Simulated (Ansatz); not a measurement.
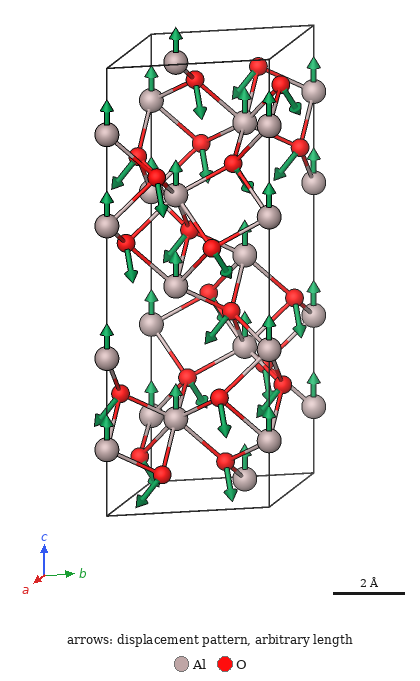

Phonons of crystalline Al2O3, space group R-3c (No. 167), at the zone centre. The optical levels lie at 306, 380 (×2), 384 (×2), 399, 419, 432 (×2), 440 (×2), 448 (×2), 538, 570 (×2), 578 (×2), 582, 604, 635 (×2), 645, 700, 751 (×2), 758 cm⁻¹. One mode is drawn. Displacements are drawn as green arrows; their common scale and sign are arbitrary. A ball-and-stick model of the conventional cell (3 times the calculation's cell), seen slightly off an axis. Lengths and directions refer to the drawn axes.

Theory: Ansatz 0.2.0, DFT r2SCAN, scalar-relativistic, plane waves, PAW. Settings: plane-wave cutoff 500 eV; k-point mesh 6 × 6 × 6; occupations gaussian; smearing width 0.05 eV; no spin polarisation.

Frequencies are those without the non-analytic (LO–TO) term.

> Which of these frequencies is the drawn mode's?

The level at 399 cm⁻¹. This is the A₂u mode, optical level 4 of 18, counted from below, infrared-active by symmetry. The kinetic energy is shared as O 64 %, Al 36 %.
